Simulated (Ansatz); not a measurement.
**Run report: MoSi₂, geometry relaxation (part 2 of 2)**

Continued. System: MoSi₂ (6 atoms in the cell). Method: DFT PBEsol, scalar-relativistic, plane waves, PAW, no spin polarisation (Ansatz 0.2.0); cutoff 420 eV, 12×12×6 k-mesh, Gaussian smearing of 0.1 eV. The structure derives from an entry of the Crystallography Open Database. It belongs to a series of runs on one base structure; here: biaxial strain in the a-b plane, c and atoms relaxed: +3.0 %.

Geometry of the input (Å; fractional positions):
```
3.2858  0.0000  0.0000
0.0000  3.2858  0.0000
0.0000  0.0000  7.6806
Si 0.0000  0.0000  0.3353
Si 0.5000  0.5000  0.1647
Si 0.5000  0.5000  0.8353
Si 0.0000  0.0000  0.6647
Mo 0.0000  0.0000  0.0000
Mo 0.5000  0.5000  0.5000
```

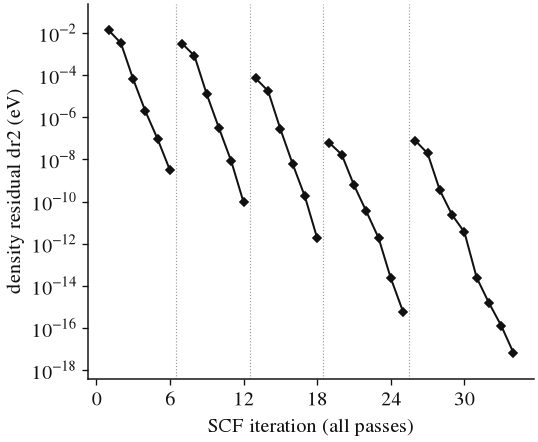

*Convergence of the self-consistent field: density residual dr2 against the SCF iteration. The dotted lines part the SCF passes of the relaxation: geometry steps, rejected trials and re-solves on a re-selected basis.*

The 5 passes take 6 to 9 iterations each, 34 in all.

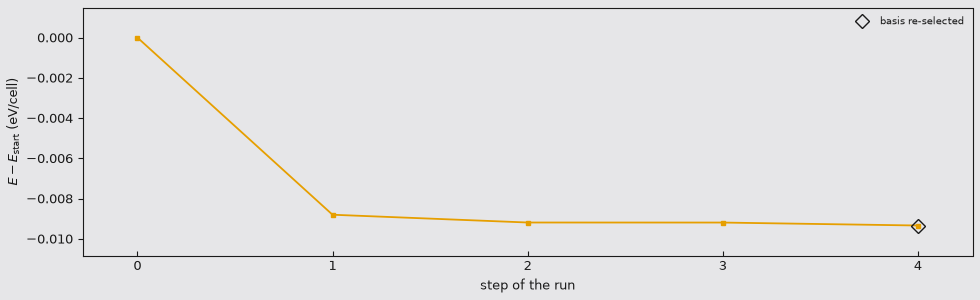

*Progress of the relaxation, step by step (the first geometry is step 0 here and step 1 in the log).*

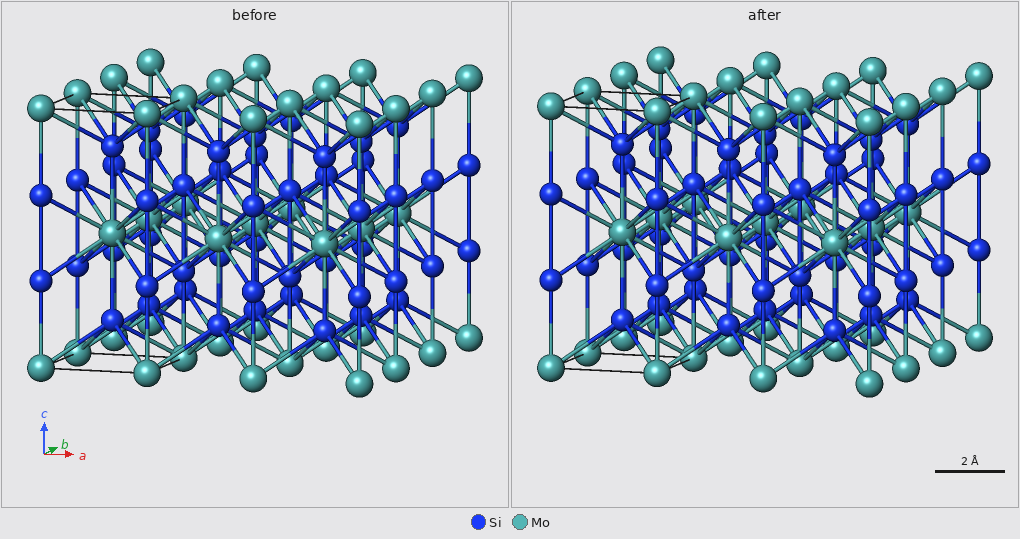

*Before (left) and after (right) the relaxation, at one scale (ball-and-stick view of the cell of the calculation, repeated 3 × 3 × 1, seen slightly off an axis).*

Over 3 geometry steps the energy falls by 9.2 meV per cell of the calculation. Largest force component: 0.00074 eV/Å at the start, 0.00068 eV/Å at the end. Pressure: −7.01 GPa at the start and −8.83 GPa at the end. No atom moves by more than 0.005 Å relative to the cell. The drawn cell changes as follows: a = b stay at 3.286 Å, c 7.681 → 7.745 Å (+0.8 %); the volume changes by +0.8 %. Distances before and after: Si1–Mo5 2.575 → 2.598 Å, Si1–Si4 2.530 → 2.548 Å, Si1–Mo6 2.645 → 2.650 Å. The space group stays I4/mmm (No. 139). A last SCF at the same geometry on a re-selected plane-wave basis shifts the energy by −0.1 meV per cell of the calculation. (Atoms are counted from 1 in the order of the input.)

```
basis re-selected at this cell: Δ(F+E_penalty+E_count) = -1.470e-4 eV, ΔP = +0.002 GPa vs the last step (what re-selecting the basis moved, of the pressure what is left beyond the Pulay correction that the steps carried, after the strain that the cell walked since its last selection, with what the two solves' SCF thresholds leave and, on support functions, any second-order correction that the steps lacked; it is no measure of the basis error at this ecutwfc). This SCF's stress stands 5.00e-3 GPa from its target on what of the cell is left free (relax.cell.stress_tol is 1.50e-2 GPa) and its largest allowed force component is 6.76e-4 eV/Å (relax.f_tol is 8.00e-3 eV/Å): within both
SCF converged after 9 iterations
Free energy (F): -12284.325640 eV
Harris-Foulkes:  -12284.325640 eV  (|F-HF|=0.00e0)
Internal energy: -12284.322921 eV  (E = F + TS)
E sigma→0 (E₀):  -12284.324281 eV
Entropy (-TS):   -0.002719 eV (-0.453 meV/atom)
Fermi energy:    15.039465 eV
--- Per-component energies (eV) ---
  E_band       = -124.955354
  E_kinetic    = 1055.930495
  E_local      = -2346.172930  (includes V_loc(G=0)·N_el)
  E_nonlocal   = 388.486122
  E_hartree    = 865.155907
  E_xc         = -590.653415
  E_vxc        = -653.775880  (∫ρ·V_xc dr)
  E_paw        = -8282.840280  (= ΣΔE_a)
  E_vpaw       = -299.735094  (= ΣTr[D̂ρ^β])
  E_aug_tail   = 0.000118  (compensation charges beyond the density's cutoff)
  E_ewald      = -3374.773779
  E_core_change = 0.544841  (= ΣΔE_core)
  E_smearing   = -0.002719  (= −TS)
  E_closure    = 0.000000  (closes the sum)
  Σ components = -12284.325640   (vs F -12284.325640, Δ=0.00e0)
--- Forces (eV/Å), atoms counted from 1 ---
  atom   1  Si    -0.00000000    -0.00000000     0.00067608
  atom   2  Si     0.00000000     0.00000000    -0.00067608
  atom   3  Si    -0.00000000    -0.00000000     0.00067608
  atom   4  Si     0.00000000     0.00000000    -0.00067608
  atom   5  Mo    -0.00000000     0.00000000     0.00000000
  atom   6  Mo    -0.00000000    -0.00000000     0.00000000
  max |Σ_I F_I| component: 3.47e-18 eV/Å
--- Stress (GPa, compression-positive) ---
      -13.242576      -0.000000       0.000000
        0.000000     -13.242576       0.000000
        0.000000       0.000000       0.005005
  P = ⅓ Tr σ = -8.8267 GPa (-88.267 kbar)
--- Band table (eV; the first three rows and the last of 112) ---
  k-point 0: bands = ["-45.5180", "-45.5174", "-19.6720", "-19.6486", "-19.6387", "-19.6387", "-19.6369", "-19.6369", "2.0685", "4.0960", "5.2346", "9.0587", "11.7883", "12.1744", "12.2979", "12.4972", "12.4972", "13.0102", "14.4493", "14.4493", "14.6416", "14.6416", "15.3276", "15.4807", "17.9064", "18.2700", "18.2700", "18.4622"]
  k-point 1: bands = ["-45.5180", "-45.5175", "-19.6704", "-19.6501", "-19.6386", "-19.6386", "-19.6370", "-19.6370", "2.1446", "3.7543", "5.6469", "8.7438", "11.8178", "12.2580", "12.4762", "12.5576", "12.5576", "13.0910", "13.9420", "13.9420", "15.2219", "15.2219", "15.3375", "15.4701", "17.4085", "17.9998", "17.9998", "18.6025"]
  k-point 2: bands = ["-45.5179", "-45.5176", "-19.6661", "-19.6544", "-19.6383", "-19.6383", "-19.6374", "-19.6374", "2.3698", "3.2128", "6.3992", "8.0426", "11.9012", "12.1540", "12.7376", "12.7376", "13.0483", "13.2792", "13.4383", "13.4383", "15.3648", "15.4413", "15.9391", "15.9391", "16.8521", "17.3976", "17.3976", "17.6992"]
  k-point 111: bands = ["-45.4924", "-45.4924", "-19.8034", "-19.8034", "-19.8034", "-19.8034", "-19.6158", "-19.6158", "6.1482", "6.1482", "8.9770", "8.9770", "9.1468", "9.1468", "9.1468", "9.1468", "12.5948", "12.5948", "13.2272", "13.2272", "13.2272", "13.2272", "15.5450", "15.5450", "17.1472", "17.1472", "18.9989", "18.9989"]
--- Relaxed structure (4 steps of the walk, 4 accepted, 1 SCFs on fresh bases) ---
  F+E_penalty+E_count = -12284.32564003 eV   max|allowed force component| = 6.761e-4 eV/Å   (the final SCF, on the basis selected at the relaxed cell)
  cell:  # Å, volume = 83.6128 Å³
    - [3.2857722747, -3.113079434224204e-128, 0.0]
    - [-3.113079434224204e-128, 3.2857722747, 0.0]
    - [0.0, 0.0, 7.744583136799193]
  atoms:
    - { symbol: Si, position: [-2.7284616317756988e-36, -2.528120043428532e-37, 0.33546596029612435] }
    - { symbol: Si, position: [0.49999999999999994, 0.49999999999999994, 0.16453403970387565] }
    - { symbol: Si, position: [0.49999999999999994, 0.49999999999999994, 0.8354659602961242] }
    - { symbol: Si, position: [-1.4691716478792224e-36, 2.0511162616495633e-37, 0.6645340397038757] }
    - { symbol: Mo, position: [3.45350738007973e-36, -1.0255581308247818e-36, -2.940857215827338e-22] }
    - { symbol: Mo, position: [0.49999999999999994, 0.49999999999999994, 0.49999999999999994] }
```

Trajectory as extended XYZ (Å, eV, eV/Å), 5 frames, from step=1 to step=5:
```
6
Lattice="3.2858 0.0000 0.0000 0.0000 3.2858 0.0000 0.0000 0.0000 7.6806" Properties=species:S:1:pos:R:3:forces:R:3 step=1 energy=-12284.31630 pressure_GPa=-7.01
Si    0.0000    0.0000    2.5754    0.0000   0.0000  -0.0007
Si    1.6429    1.6429    1.2649    0.0000   0.0000   0.0007
Si    1.6429    1.6429    6.4157    0.0000   0.0000  -0.0007
Si    0.0000    0.0000    5.1052    0.0000   0.0000   0.0007
Mo    0.0000    0.0000    0.0000    0.0000   0.0000   0.0000
Mo    1.6429    1.6429    3.8403    0.0000   0.0000   0.0000
6
Lattice="3.2858 0.0000 0.0000 0.0000 3.2858 0.0000 0.0000 0.0000 7.7572" Properties=species:S:1:pos:R:3:forces:R:3 step=2 energy=-12284.32510 pressure_GPa=-9.18
Si    0.0000    0.0000    2.6021    0.0000   0.0000   0.0101
Si    1.6429    1.6429    1.2765    0.0000   0.0000  -0.0101
Si    1.6429    1.6429    6.4807    0.0000   0.0000   0.0101
Si    0.0000    0.0000    5.1551    0.0000   0.0000  -0.0101
Mo    0.0000    0.0000    0.0000    0.0000   0.0000   0.0000
Mo    1.6429    1.6429    3.8786    0.0000   0.0000   0.0000
6
Lattice="3.2858 0.0000 0.0000 0.0000 3.2858 0.0000 0.0000 0.0000 7.7450" Properties=species:S:1:pos:R:3:forces:R:3 step=3 energy=-12284.32549 pressure_GPa=-8.84
Si    0.0000    0.0000    2.5981    0.0000   0.0000   0.0025
Si    1.6429    1.6429    1.2744    0.0000   0.0000  -0.0025
Si    1.6429    1.6429    6.4706    0.0000   0.0000   0.0025
Si    0.0000    0.0000    5.1469    0.0000   0.0000  -0.0025
Mo    0.0000    0.0000    0.0000    0.0000   0.0000   0.0000
Mo    1.6429    1.6429    3.8725    0.0000   0.0000   0.0000
6
Lattice="3.2858 0.0000 0.0000 0.0000 3.2858 0.0000 0.0000 0.0000 7.7446" Properties=species:S:1:pos:R:3:forces:R:3 step=4 energy=-12284.32549 pressure_GPa=-8.83
Si    0.0000    0.0000    2.5980    0.0000   0.0000   0.0007
Si    1.6429    1.6429    1.2742    0.0000   0.0000  -0.0007
Si    1.6429    1.6429    6.4703    0.0000   0.0000   0.0007
Si    0.0000    0.0000    5.1465    0.0000   0.0000  -0.0007
Mo    0.0000    0.0000    0.0000    0.0000   0.0000   0.0000
Mo    1.6429    1.6429    3.8723    0.0000   0.0000   0.0000
6
Lattice="3.2858 0.0000 0.0000 0.0000 3.2858 0.0000 0.0000 0.0000 7.7446" Properties=species:S:1:pos:R:3:forces:R:3 step=5 energy=-12284.32564 pressure_GPa=-8.83
Si    0.0000    0.0000    2.5980    0.0000   0.0000   0.0007
Si    1.6429    1.6429    1.2742    0.0000   0.0000  -0.0007
Si    1.6429    1.6429    6.4703    0.0000   0.0000   0.0007
Si    0.0000    0.0000    5.1465    0.0000   0.0000  -0.0007
Mo    0.0000    0.0000    0.0000    0.0000   0.0000   0.0000
Mo    1.6429    1.6429    3.8723    0.0000   0.0000   0.0000
```

Summary:

- outcome: converged
- space group (tolerance 0.01 Å): I4/mmm (139)
- electrons treated: 44
- free energy: −12284.3256 eV
- Fermi energy: 15.039 eV
- gap on the k-point mesh: none (metallic)
- pressure: −8.83 GPa
- final volume: 83.61 Å³
- largest force (length of the vector) at the end: 0.001 eV/Å
- final cell: a = 3.286 Å, b = 3.286 Å, c = 7.745 Å, α = 90.00°, β = 90.00°, γ = 90.00°
- hardware: 1 thread of Arm Neoverse V1, 24 GiB of memory available, shared host
- wall time: 77 s
- peak memory: 0.48 GiB
